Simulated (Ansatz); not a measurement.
# The perfect armchair BP nanoribbon (N = 3, H edges)

Aim: is the armchair BP nanoribbon (N = 3, H edges) a metal or a semiconductor?

Main program and level: Ansatz 0.2.0; DFT PBE, plane waves, PAW; relaxation of a wire's period, in the first sound run; inputs show where later runs differ.

**1. Starting point**

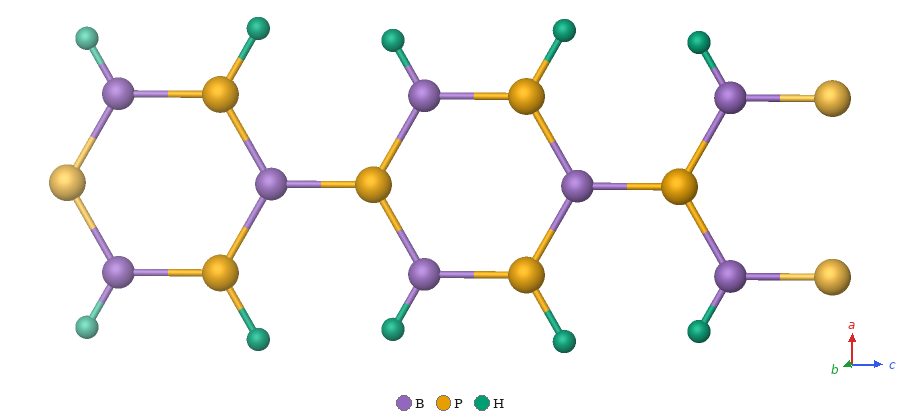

The starting structure, seen from the side, with the c axis across the page (boron purple, phosphorus orange, hydrogen teal). 1×1×2 cells are drawn. Some periodic images of atoms are drawn too.

The cell holds 10 atoms: 3 B, 3 P and 4 H. Its edges and angles: a = 12.612 Å, b = 7.000 Å, c = 5.580 Å, α = 90.0°, β = 90.0°, γ = 90.0°. Vacuum lies along a and b. The structure's axis is c.

**2. Relaxation of atoms and period**

Band widths follow the bond lengths, so the wire is relaxed first. The atoms and the third cell vector are free; the box across stays fixed as vacuum. A Fermi-Dirac smearing is set since the result may be a metal. The pressure printed is a third of the stress's trace over the whole box, vacuum included; only the stress along the axis is relaxed.

input.yaml

```yaml
crystal:
  lattice:
    - [12.612, 0.0, 0.0]
    - [0.0, 7.0, 0.0]
    - [0.0, 0.0, 5.58]
  atoms:
    - { symbol: B, position: [0.372273633, 0.5, 0.0] }
    - { symbol: B, position: [0.627714047, 0.5, 0.0] }
    - { symbol: P, position: [0.372273633, 0.5, 0.333333333] }
    - { symbol: P, position: [0.627714047, 0.5, 0.333333333] }
    - { symbol: H, position: [0.277513479, 0.5, 0.456989247] }
    - { symbol: H, position: [0.7224742, 0.5, 0.456989247] }
    - { symbol: B, position: [0.49999384, 0.5, 0.5] }
    - { symbol: P, position: [0.49999384, 0.5, 0.833333333] }
    - { symbol: H, position: [0.293306838, 0.5, 0.896953405] }
    - { symbol: H, position: [0.706680842, 0.5, 0.896953405] }
kpoints:
  mp_grid: { grid: [1, 1, 15] }
scf:
  occupations: { method: fermi_dirac, width: 0.05 }
hamiltonian:
  xc: pbe
relax:
  cell: { fix: [a, b, alpha, beta, gamma] }
  max_steps: 60
```

Command:

```sh
> ansatz run input.yaml --threads 4 --pin off --max-ram 16384MiB --backend cpu --events-out ev --progress --plain --runs-dir out
```

Numbers of over 12 decimals in the logs are rounded to 6 here.

The program printed:

```text
Engine: ansatz 0.2.0, aarch64-unknown-linux-gnu
Pseudopotentials: kind: paw
Pseudopotential: B, paw, valence charge 3, recommended cutoff 420 eV (normal), B.paw.azcp
Pseudopotential: P, paw, valence charge 5, recommended cutoff 420 eV (normal), P.paw.azcp
Pseudopotential: H, paw, valence charge 1, recommended cutoff 420 eV (normal), H.paw.azcp
Functional definition: PBE
  parameter kappa = 0.804
  parameter beta = 0.066725
  exchange = pbe_x(kappa = kappa, mu = beta*pi^2/3)
  correlation = pbe_c(beta = beta)
Crystal: 10 atoms, lattice volume = 492.625 Å³
Basis set: ecut = 420 eV, 9595 PW (Γ), exchange–correlation on 180×96×80 points (8 copies of the dense FFT grid, shifted against one another)
Bands: 24, of which v1, the nominal top of the filled ones, is band 14 counted from 1 (13 counted from 0)
Symmetry: 4 space group operations
Space group: Pmm2 (ITA 25), of the structure as read, at distance tolerance 7.9e-5 Å
k-points: 8 of 15 (time reversal used)
Non-local potential: B, projectors of the file, l = 0: 2, l = 1: 2, l = 2: 1
Non-local potential: P, projectors of the file, l = 0: 2, l = 1: 2, l = 2: 2
Non-local potential: H, projectors of the file, l = 0: 2, l = 1: 1
PAW form: soft (Blöchl's): semilocal exchange-correlation on the pseudo side does not see the compensation charge
PAW one-centre angular grid: B, 110 points (default); XC on 64 Gauss nodes
PAW one-centre angular grid: P, 110 points (default); XC on 64 Gauss nodes
PAW one-centre angular grid: H, 110 points (default); XC on 64 Gauss nodes
Initial density: superposition of atomic densities (neutral atoms: chi_scale 0, normalization atom), corrected by the library's trained network
Initial wavefunctions: pseudopotential atomic-orbital guess
Functional: x = pbe(κ = 0.804, μ = 0.219515), c = pbe(β = 0.066725)
SCF iter   1: F=—  HF=-2797.538483 eV  |F-HF|=—  |Δ(HF+E_count)|=         —  Δρ=1.44e-3  dr2=2.22e-2  ethr=1.77e-3  ⟨swp⟩=9.4  Hψ=1428  notcnv=0  defer=8
preconditioner: auto → Resta (q_TF=auto, 1.692 Å⁻¹)  ε∞=1.8  [insulator: Δε(μ)=1.454 eV  Ē_g=9.926 eV  σ=0.050 eV  W_gap=1.00  n_scr=38 (ndim 8)  ℏωp=8.9 eV  f_vac=0.627  D(μ)=0.00/eV (n_scr^D=0)  ε∞_Penn≈1.8  vacuum switching on, ρ_ref=7.1e-3 e/Å³]
SCF iter   2: F=—  HF=-2797.548459 eV  |F-HF|=—  |Δ(HF+E_count)|=   9.98e-3  Δρ=6.95e-4  dr2=3.94e-3  ethr=7.92e-5  ⟨swp⟩=4.4  Hψ=436  notcnv=0  defer=23
SCF iter   3: F=—  HF=-2797.552206 eV  |F-HF|=—  |Δ(HF+E_count)|=   3.75e-3  Δρ=2.84e-4  dr2=7.96e-4  ethr=1.41e-5  ⟨swp⟩=3.5  Hψ=338  notcnv=0  defer=23
SCF iter   4: F=—  HF=-2797.553218 eV  |F-HF|=—  |Δ(HF+E_count)|=   1.01e-3  Δρ=8.38e-5  dr2=7.64e-5  ethr=2.84e-6  ⟨swp⟩=3.4  Hψ=338  notcnv=0  defer=23
SCF iter   5: F=—  HF=-2797.553165 eV  |F-HF|=—  |Δ(HF+E_count)|=   5.36e-5  Δρ=3.25e-5  dr2=6.79e-6  ethr=2.73e-7  ⟨swp⟩=2.5  Hψ=309  notcnv=0  defer=23
SCF iter   6: F=—  HF=-2797.553175 eV  |F-HF|=—  |Δ(HF+E_count)|=   1.05e-5  Δρ=9.52e-6  dr2=5.27e-7  ethr=2.43e-8  ⟨swp⟩=2.2  Hψ=269  notcnv=0  defer=23
SCF iter   7: F=-2797.553177 eV  HF=-2797.553177 eV  |F-HF|=1.44e-7  |Δ(HF+E_count)|=   1.45e-6  Δρ=2.59e-6  dr2=2.62e-8  ethr=3.57e-10  ⟨swp⟩=6.0  Hψ=675  notcnv=0
SCF 1 converged in 7 iterations: F = -2797.553177 eV  dr2 = 2.62e-8
  greatest PAW one-centre occupation: 0.775 electrons in one spin orbital (limit 2), on the P atom at site 7 (counted from 0), in its partial waves of l = 0
relax step   1: F+E_penalty+E_count = -2797.55317677 eV  Δ(F+E_penalty+E_count) = +0.000e0 eV  max|allowed force component| = 1.430e0 eV/Å  Δτ_max = 0.0000 Å  P = +0.106 GPa  Ω = 492.625 Å³  fix = [a, b, alpha, beta, gamma]  reactions: a +0.238, b +0.229 GPa  (7 SCF iters, dr2 threshold 1.00e-7 eV, accepted)
Crystal: 10 atoms, lattice volume = 496.750 Å³
Basis set: ecut = 420 eV, 9683 PW (Γ), exchange–correlation on 180×96×80 points (8 copies of the dense FFT grid, shifted against one another)
Initial density: handed on by an earlier stage of this run
Initial wavefunctions: those handed on with the density
iter 1 solved again at ethr=1.73e-4 eV; its pass at ethr=3.10e-3 eV (dr2=4.86e-2 eV) is discarded
SCF iter   1: F=—  HF=-2797.743479 eV  |F-HF|=—  |Δ(HF+E_count)|=         —  Δρ=4.14e-3  dr2=4.87e-2  ethr=1.73e-4  ⟨swp⟩=2.9  Hψ=1409  notcnv=0
preconditioner: auto → Resta (q_TF=auto, 1.689 Å⁻¹)  ε∞=1.8  [insulator: Δε(μ)=1.436 eV  Ē_g=9.974 eV  σ=0.050 eV  W_gap=1.00  n_scr=38 (ndim 8)  ℏωp=8.8 eV  f_vac=0.627  D(μ)=0.00/eV (n_scr^D=0)  ε∞_Penn≈1.8  vacuum switching on, ρ_ref=7.2e-3 e/Å³]
SCF iter   2: F=—  HF=-2797.735043 eV  |F-HF|=—  |Δ(HF+E_count)|=   8.44e-3  Δρ=1.93e-3  dr2=1.00e-2  ethr=1.73e-4  ⟨swp⟩=2.2  Hψ=259  notcnv=0
SCF iter   3: F=—  HF=-2797.734566 eV  |F-HF|=—  |Δ(HF+E_count)|=   4.77e-4  Δρ=4.98e-4  dr2=2.71e-3  ethr=3.57e-5  ⟨swp⟩=2.4  Hψ=319  notcnv=0
SCF iter   4: F=—  HF=-2797.733954 eV  |F-HF|=—  |Δ(HF+E_count)|=   6.12e-4  Δρ=1.18e-4  dr2=5.35e-5  ethr=9.68e-6  ⟨swp⟩=2.2  Hψ=269  notcnv=0
SCF iter   5: F=—  HF=-2797.733910 eV  |F-HF|=—  |Δ(HF+E_count)|=   4.42e-5  Δρ=3.47e-5  dr2=1.18e-5  ethr=1.91e-7  ⟨swp⟩=2.5  Hψ=321  notcnv=0
SCF iter   6: F=-2797.733908 eV  HF=-2797.733909 eV  |F-HF|=1.42e-7  |Δ(HF+E_count)|=   1.19e-6  Δρ=8.80e-6  dr2=4.79e-7  ethr=3.57e-9  ⟨swp⟩=4.0  Hψ=792  notcnv=0
SCF 2 converged in 6 iterations: F = -2797.733908 eV  dr2 = 4.79e-7
relax step   2: F+E_penalty+E_count = -2797.73390846 eV  Δ(F+E_penalty+E_count) = -1.807e-1 eV  max|allowed force component| = 4.384e-1 eV/Å  Δτ_max = 0.0682 Å  P = +0.015 GPa  Ω = 496.750 Å³  energy of the carried Pulay correction = -8.753e-4 eV  fix = [a, b, alpha, beta, gamma]  reactions: a +0.116, b +0.220 GPa  (6 SCF iters, dr2 threshold 1.00e-6 eV, accepted)
Crystal: 10 atoms, lattice volume = 497.029 Å³
Basis set: ecut = 420 eV, 9691 PW (Γ), exchange–correlation on 180×96×80 points (8 copies of the dense FFT grid, shifted against one another)
iter 1 solved again at ethr=3.26e-5 eV; its pass at ethr=3.10e-3 eV (dr2=9.14e-3 eV) is discarded
SCF iter   1: F=—  HF=-2797.755816 eV  |F-HF|=—  |Δ(HF+E_count)|=         —  Δρ=1.57e-3  dr2=1.07e-2  ethr=3.26e-5  ⟨swp⟩=3.8  Hψ=1215  notcnv=0
preconditioner: auto → Resta (q_TF=auto, 1.689 Å⁻¹)  ε∞=1.8  [insulator: Δε(μ)=1.444 eV  Ē_g=9.996 eV  σ=0.050 eV  W_gap=1.00  n_scr=38 (ndim 8)  ℏωp=8.8 eV  f_vac=0.625  D(μ)=0.00/eV (n_scr^D=0)  ε∞_Penn≈1.8  vacuum switching on, ρ_ref=7.2e-3 e/Å³]
SCF iter   2: F=—  HF=-2797.753470 eV  |F-HF|=—  |Δ(HF+E_count)|=   2.35e-3  Δρ=6.03e-4  dr2=1.11e-3  ethr=3.26e-5  ⟨swp⟩=2.2  Hψ=281  notcnv=0
SCF iter   3: F=—  HF=-2797.753355 eV  |F-HF|=—  |Δ(HF+E_count)|=   1.15e-4  Δρ=2.75e-4  dr2=2.13e-4  ethr=3.98e-6  ⟨swp⟩=2.5  Hψ=278  notcnv=0
SCF iter   4: F=—  HF=-2797.753293 eV  |F-HF|=—  |Δ(HF+E_count)|=   6.14e-5  Δρ=6.19e-5  dr2=3.24e-5  ethr=7.60e-7  ⟨swp⟩=2.9  Hψ=300  notcnv=0
SCF iter   5: F=—  HF=-2797.753288 eV  |F-HF|=—  |Δ(HF+E_count)|=   5.45e-6  Δρ=1.54e-5  dr2=1.24e-6  ethr=1.16e-7  ⟨swp⟩=2.4  Hψ=278  notcnv=0
SCF iter   6: F=-2797.753288 eV  HF=-2797.753288 eV  |F-HF|=5.97e-8  |Δ(HF+E_count)|=   3.29e-7  Δρ=4.75e-6  dr2=1.84e-7  ethr=3.57e-9  ⟨swp⟩=5.0  Hψ=632  notcnv=0
SCF 3 converged in 6 iterations: F = -2797.753288 eV  dr2 = 1.84e-7
relax step   3: F+E_penalty+E_count = -2797.75328822 eV  Δ(F+E_penalty+E_count) = -1.938e-2 eV  max|allowed force component| = 7.490e-2 eV/Å  Δτ_max = 0.0193 Å  P = +0.052 GPa  Ω = 497.029 Å³  energy of the carried Pulay correction = -9.343e-4 eV  fix = [a, b, alpha, beta, gamma]  reactions: a -0.011, b +0.217 GPa  (6 SCF iters, dr2 threshold 1.00e-6 eV, accepted)
[...]
relax step   4: F+E_penalty+E_count = -2797.75366431 eV  Δ(F+E_penalty+E_count) = -3.761e-4 eV  max|allowed force component| = 1.056e-2 eV/Å  Δτ_max = 0.0034 Å  P = +0.074 GPa  Ω = 496.908 Å³  energy of the carried Pulay correction = -9.088e-4 eV  fix = [a, b, alpha, beta, gamma]  reactions: a +0.001, b +0.216 GPa  (5 SCF iters, dr2 threshold 3.51e-7 eV, accepted)
[...]
relax step   5: F+E_penalty+E_count = -2797.75364857 eV  Δ(F+E_penalty+E_count) = +1.574e-5 eV  max|allowed force component| = 2.366e-3 eV/Å  Δτ_max = 0.0022 Å  P = +0.073 GPa  Ω = 497.054 Å³  energy of the carried Pulay correction = -9.395e-4 eV  fix = [a, b, alpha, beta, gamma]  reactions: a +0.004, b +0.216 GPa  (5 SCF iters, dr2 threshold 6.96e-9 eV, accepted)
Initial wavefunctions: pseudopotential atomic-orbital guess (no wavefunctions were taken with the density)
iter 1 solved again at ethr=1.56e-6 eV; its pass at ethr=3.10e-3 eV (dr2=4.36e-4 eV) is discarded
SCF iter   1: F=—  HF=-2797.753864 eV  |F-HF|=—  |Δ(HF+E_count)|=         —  Δρ=3.67e-5  dr2=2.74e-7  ethr=1.56e-6  ⟨swp⟩=4.0  Hψ=2032  notcnv=0
eigensolver tolerance schedule: the retry pair's looser diagonalisation over-reported the residual by 1588.71 of it (diagonalisation noise at 3.94 of the residual, at the tolerance the schedule requests for it); recorded, not acted on — ethr = c·dr2/N_el stays at c = 1.0e-1
preconditioner: auto → Resta (q_TF=auto, 1.689 Å⁻¹)  ε∞=1.8  [insulator: Δε(μ)=1.458 eV  Ē_g=9.998 eV  σ=0.050 eV  W_gap=1.00  n_scr=38 (ndim 8)  ℏωp=8.8 eV  f_vac=0.625  D(μ)=0.00/eV (n_scr^D=0)  ε∞_Penn≈1.8  vacuum switching on, ρ_ref=7.2e-3 e/Å³]
SCF iter   2: F=—  HF=-2797.754354 eV  |F-HF|=—  |Δ(HF+E_count)|=   4.91e-4  Δρ=1.84e-5  dr2=6.60e-8  ethr=9.78e-10  ⟨swp⟩=3.5  Hψ=414  notcnv=0
SCF iter   3: F=—  HF=-2797.754617 eV  |F-HF|=—  |Δ(HF+E_count)|=   2.63e-4  Δρ=4.11e-6  dr2=1.35e-8  ethr=2.36e-10  ⟨swp⟩=2.0  Hψ=328  notcnv=0
SCF iter   4: F=—  HF=-2797.754641 eV  |F-HF|=—  |Δ(HF+E_count)|=   2.37e-5  Δρ=6.82e-7  dr2=9.37e-10  ethr=4.81e-11  ⟨swp⟩=2.1  Hψ=303  notcnv=0
SCF iter   5: F=—  HF=-2797.754641 eV  |F-HF|=—  |Δ(HF+E_count)|=   6.15e-7  Δρ=1.35e-7  dr2=1.32e-10  ethr=3.34e-12  ⟨swp⟩=3.1  Hψ=347  notcnv=0
SCF iter   6: F=-2797.754641 eV  HF=-2797.754641 eV  |F-HF|=1.08e-10  |Δ(HF+E_count)|=   1.79e-8  Δρ=5.16e-8  dr2=2.66e-11  ethr=1.00e-12  ⟨swp⟩=6.0  Hψ=655  notcnv=0
SCF 6 converged in 6 iterations: F = -2797.754641 eV  dr2 = 2.66e-11
relax step   6: F+E_penalty+E_count = -2797.75464136 eV  Δ(F+E_penalty+E_count) = -9.928e-4 eV  max|allowed force component| = 2.240e-3 eV/Å  Δτ_max = 0.0000 Å  P = +0.074 GPa  Ω = 497.054 Å³  fix = [a, b, alpha, beta, gamma]  reactions: a +0.002, b +0.216 GPa  stress off target by 3.49e-3 GPa on what of the cell is left free  SCF on the basis re-selected at this cell (its energy is not comparable with the rows above)  (6 SCF iters)
basis re-selected at this cell: Δ(F+E_penalty+E_count) = -9.928e-4 eV, ΔP = +0.001 GPa vs the last step (what re-selecting the basis moved, of the pressure what is left beyond the Pulay correction that the steps carried, after the strain that the cell walked since its last selection, with what the two solves' SCF thresholds leave and, on support functions, any second-order correction that the steps lacked; it is no m [...]
SCF converged after 6 iterations
Free energy (F): -2797.754641 eV
Harris-Foulkes:  -2797.754641 eV  (|F-HF|=1.08e-10)
Internal energy: -2797.754641 eV  (E = F + TS)
E sigma→0 (E₀):  -2797.754641 eV
Entropy (-TS):   -0.000000 eV (-0.000 meV/atom)
Fermi energy:    -2.231927 eV
--- Per-component energies (eV) ---
  E_band       = -239.036945
  E_kinetic    = 407.630828
  E_local      = -2611.816091  (includes V_loc(G=0)·N_el)
  E_nonlocal   = 144.875735
  E_hartree    = 1095.887417
  E_xc         = -313.365510
  E_vxc        = -337.755591  (∫ρ·V_xc dr)
  E_paw        = -1946.530644  (= ΣΔE_a)
  E_vpaw       = -33.741615  (= ΣTr[D̂ρ^β])
  E_aug_tail   = -0.005047  (compensation charges beyond the density's cutoff)
  E_ewald      = 425.568671
  E_smearing   = -0.000000  (= −TS)
  E_closure    = 0.000000  (closes the sum)
  Σ components = -2797.754641   (vs F -2797.754641, Δ=0.00e0)
--- Forces (eV/Å), atoms counted from 1 ---
  atom   1  B      0.00223969     0.00000000    -0.00223228
  atom   2  B     -0.00223969     0.00000000    -0.00223228
  atom   3  P      0.00097507     0.00000000     0.00176993
  atom   4  P     -0.00097507     0.00000000     0.00176993
  atom   5  H     -0.00068983     0.00000000     0.00031862
  atom   6  H      0.00068983     0.00000000     0.00031862
  atom   7  B      0.00000000     0.00000000    -0.00042562
  atom   8  P      0.00000000     0.00000000     0.00136284
  atom   9  H     -0.00116575     0.00000000    -0.00032706
  atom  10  H      0.00116575     0.00000000    -0.00032706
  max |Σ_I F_I| component: 4.37e-6 eV/Å
--- Stress (GPa, compression-positive) ---
        0.002004       0.000000       0.000000
        0.000000       0.216025       0.000000
        0.000000       0.000000       0.003493
  P = ⅓ Tr σ = 0.0738 GPa (0.738 kbar)
--- Relaxed structure (5 steps of the walk, 5 accepted, 1 SCFs on fresh bases) ---
  F+E_penalty+E_count = -2797.75464136 eV   max|allowed force component| = 2.240e-3 eV/Å   (the final SCF, on the basis selected at the relaxed cell)
  cell:  # Å, volume = 497.0538 Å³
    - [12.612, 0.0, 0.0]
    - [0.0, 7.0, 0.0]
    - [0.0, 0.0, 5.630169]
  atoms:
    - { symbol: B, position: [0.372950, 0.5, 0.00207409] }
    - { symbol: B, position: [0.627050, 0.5, 0.00207409] }
    - { symbol: P, position: [0.378202, 0.5, 0.325530] }
    - { symbol: P, position: [0.621798, 0.5, 0.325530] }
    - { symbol: H, position: [0.281443, 0.5, 0.450929] }
    - { symbol: H, position: [0.718557, 0.5, 0.450929] }
    - { symbol: B, position: [0.5, 0.5, 0.505635] }
    - { symbol: P, position: [0.5, 0.5, 0.839387] }
    - { symbol: H, position: [0.289123, 0.5, 0.902899] }
    - { symbol: H, position: [0.710877, 0.5, 0.902899] }
```

Wall time 13 s (4 threads of Arm Neoverse V1, shared host); peak memory 0.69 GiB.

Relaxation path:

| step | energy less that of the first step (eV) | largest force component (eV/Å) | pressure (GPa) | volume (Å³) |
| --- | --- | --- | --- | --- |
| 1 | 0.0000 | 1.4300 | 0.11 | 492.62 |
| 2 | -0.1807 | 0.4384 | 0.01 | 496.75 |
| 3 | -0.2001 | 0.0749 | 0.05 | 497.03 |
| 4 | -0.2005 | 0.0106 | 0.07 | 496.91 |
| 5 | -0.2005 | 0.0024 | 0.07 | 497.05 |
| 6* | -0.2015 | 0.0022 | 0.07 | 497.05 |

Relaxation steps marked * repeat the geometry before them on a plane-wave basis chosen anew for their cell, so energy and pressure can jump there.

Forces are held to the 4 operations that the run works with; a distortion that breaks them can't arise in this run.

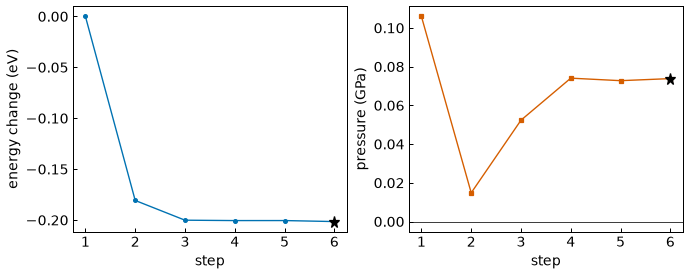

Energy and pressure along the relaxation. Stars mark steps on a basis chosen anew.

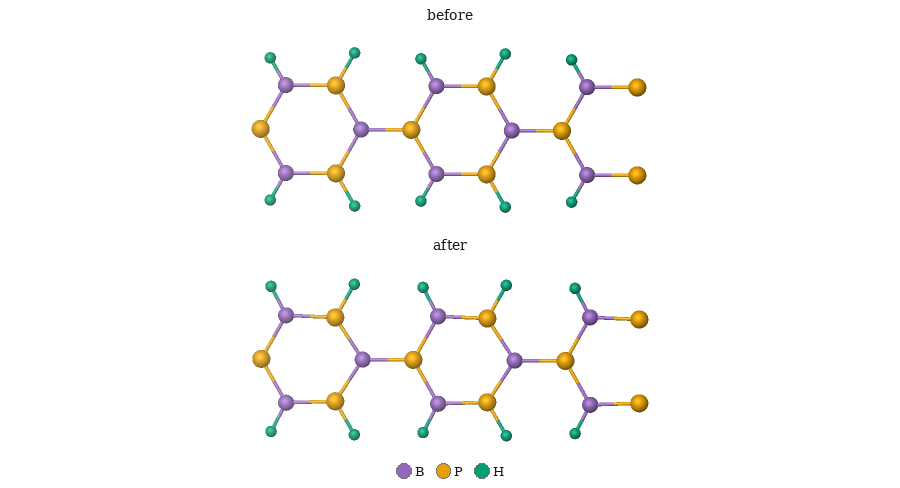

Before and after, at one scale.

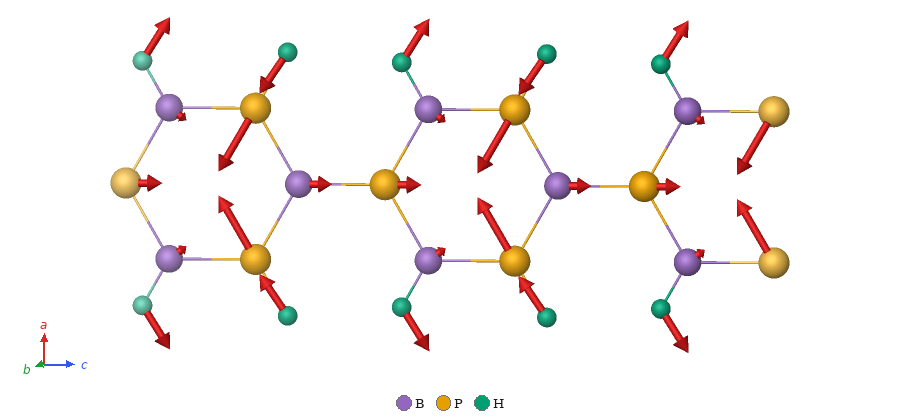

Displacements in the relaxation, exaggerated, measured against the changing cell; the longest in the cell stands for 0.09 Å. 1×1×2 cells are drawn. Some periodic images of atoms are drawn too.

| cell as run | before | after | change |
| --- | --- | --- | --- |
| c (Å) | 5.580 | 5.630 | +0.9 % |

The atoms that moved most (Å, along periodic axes as changes of fractional coordinates times the final cell, across vacuum about the mean position):

| atom | dx | dy | dz | length |
| --- | --- | --- | --- | --- |
| P4 | -0.075 | 0.000 | -0.044 | 0.087 |
| P3 | 0.075 | 0.000 | -0.044 | 0.087 |
| H9 | -0.053 | 0.000 | 0.033 | 0.063 |
| H10 | 0.053 | 0.000 | 0.033 | 0.063 |
| H5 | 0.049 | 0.000 | -0.034 | 0.060 |
| H6 | -0.049 | 0.000 | -0.034 | 0.060 |
| P8 | 0.000 | 0.000 | 0.034 | 0.034 |
| B7 | 0.000 | 0.000 | 0.032 | 0.032 |

The relaxed structure:

```cif
data_structure
_symmetry_space_group_name_H-M 'P 1'
_symmetry_Int_Tables_number 1
_cell_length_a 12.6120
_cell_length_b 7.0000
_cell_length_c 5.6302
_cell_angle_alpha 90.000
_cell_angle_beta 90.000
_cell_angle_gamma 90.000
_cell_volume 497.05
loop_
_atom_site_label
_atom_site_type_symbol
_atom_site_fract_x
_atom_site_fract_y
_atom_site_fract_z
_atom_site_occupancy
B1 B 0.37295 0.50000 0.00207 1
B2 B 0.62705 0.50000 0.00207 1
P3 P 0.37820 0.50000 0.32553 1
P4 P 0.62180 0.50000 0.32553 1
H5 H 0.28144 0.50000 0.45093 1
H6 H 0.71856 0.50000 0.45093 1
B7 B 0.50000 0.50000 0.50563 1
P8 P 0.50000 0.50000 0.83939 1
H9 H 0.28912 0.50000 0.90290 1
H10 H 0.71088 0.50000 0.90290 1
```

Numbers from this step:

```yaml
cell_length_along_the_wire: 5.630 Å
```

The cell's length comes to 5.630 Å with spin left out.

(Part 1 of 3 ends here.)

[Logs are printed without paths, hosts, clocks, repeated set-up lines and the standing remarks that a program may print on its own settings, such as how far it seeks lower states.]

[Hosts, paths, dates, database ids (printed as entryN), source tags and the programs' standing remarks are cut or masked in the printed files.]
